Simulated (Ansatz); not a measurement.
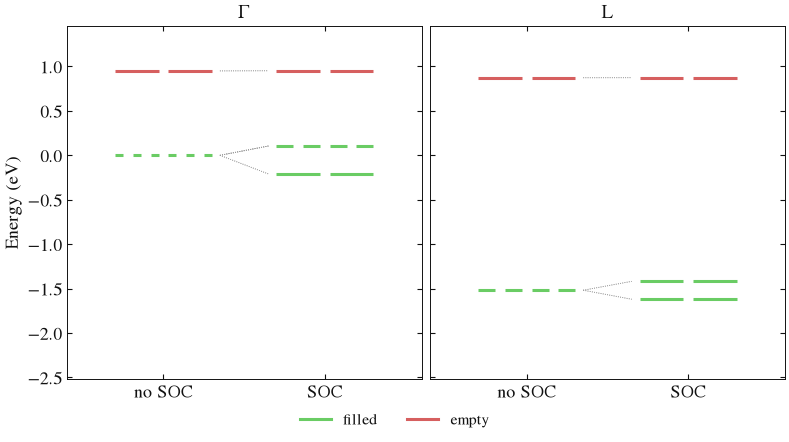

Levels at Γ and L, each bar one state with spin counted. Zero is the valence top without spin-orbit coupling, and the two sets are aligned on the mean of the six top valence states at Γ.

System: diamond-type Ge, space group Fd-3m, 2 atoms in the primitive cell; cubic a = 5.658 Å. Run without spin-orbit coupling: HSE06, Ansatz PAW, 4×4×4 k mesh, 420 eV cutoff, Fermi-Dirac smearing of 0.05 eV (Ansatz 0.2.0). Run with it: HSE06, Ansatz PAW, 4×4×4 k mesh, 420 eV cutoff, Fermi-Dirac smearing of 0.05 eV (Ansatz). Neither carries moments.

Q: How does spin-orbit coupling split the valence top at Γ?

A: The threefold valence top at Γ (six states with spin) splits into a fourfold level on top and a twofold one 0.31 eV below it, the split-off level.

Q: What happens to the direct gaps?

A: The vertical gap goes from 0.95 to 0.85 eV at Γ and from 2.39 to 2.29 eV at L. A third of the splitting is 0.10 eV, which accounts for the change at Γ: the fourfold level rises by about that much.

Q: And the smallest gap over all k points computed?

A: It narrows from 0.87 eV (valence top at Γ, conduction bottom at L) to 0.77 eV.

The k mesh is coarse, so the values aren't converged, least of all with exact exchange. The PAW data sets were made with another functional.
